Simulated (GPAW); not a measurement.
System: BN (space group F-43m).

Calculation (GPAW 26.7.0): PAW DFT in plane waves, on a grid or in atomic orbitals, no spin polarisation; energies at scaled volumes of the given cell, shape and fractions fixed, counted from the fit's minimum, third-order Birch-Murnaghan fit. All runs: no spin polarisation.

k mesh 13×13×13; occupations Fermi–Dirac; smearing width 0.05 eV; wave cutoff 800 eV.

Settings that differ: PBEsol: potentials PAW-data-sets-made-by gpaw-setup-for-the-functional; LDA: potentials GPAW-PAW-data-sets-(gpaw-data-1.2.1).

What does the calculation give for the pressure against volume, with one curve for each functional? The cases: PBEsol; LDA.

The fitted equilibrium volumes, smallest first, are LDA 5.741, PBEsol 5.862 Å³/atom. The fitted bulk moduli, smallest first, are PBEsol 385.8, LDA 403.3 GPa. For PBEsol, the pressure falls from 17.65 GPa at volume 5.6017 Å³/atom to −26.44 GPa at 6.3168 Å³/atom, and changes sign near 5.84 Å³/atom. For LDA, the pressure falls from 8.87 GPa at volume 5.6017 Å³/atom to −33.69 GPa at 6.3168 Å³/atom, and changes sign near 5.72 Å³/atom.

PBEsol:
```tsv
volume (Å³/atom)	pressure (GPa)
5.6017	17.65
5.7209	8.45
5.8401	0.09
5.9593	-7.53
6.0785	-14.44
6.1977	-20.72
6.3168	-26.44
```

LDA:
```tsv
volume (Å³/atom)	pressure (GPa)
5.6017	8.87
5.7209	-0.05
5.8401	-8.13
5.9593	-15.48
6.0785	-22.15
6.1977	-28.19
6.3168	-33.69
```

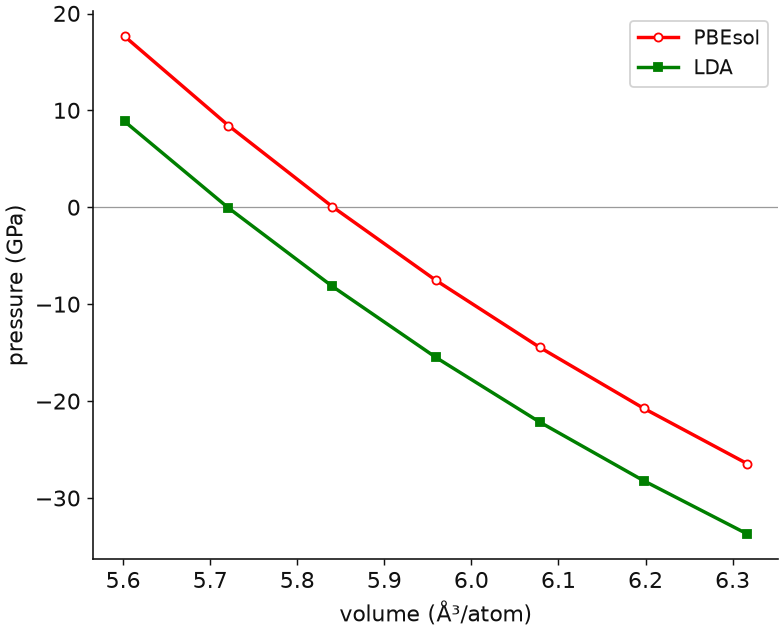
